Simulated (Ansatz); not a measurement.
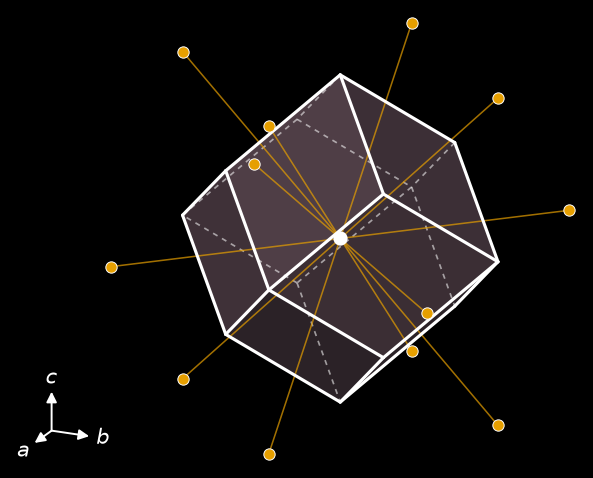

The Wigner–Seitz cell of the crystal's lattice, with lines to the lattice points that define its faces. Crystal: Mo, the geometry relaxed with DFT, revPBE, plane waves (420 eV) with PAW, scalar-relativistic in Ansatz 0.2.0; the starting structure was generated, so it need not be a known form of this composition. Geometry calculated from the standardised cell; symmetry tolerance 0.002 Å.

a = 5.718 Å, b = 5.718 Å, c = 5.718 Å, α = 90.00°, β = 90.00°, γ = 90.00°; space group Fd-3m, No. 227, origin choice 1.

What is the cell's combinatorial type?

Answer. A rhombic dodecahedron: 12 faces (12 with 4 edges), 24 edges, 14 vertices. Its volume is that of the primitive cell, 46.7 Å³.

Which lattice vectors do the faces bisect?

Answer.
| example | length (Å) | faces | edges of each | area (Å²) |
| --- | --- | --- | --- | --- |
| 1/2 a + 1/2 b | 4.04 | 12 | 4 | 5.8 |
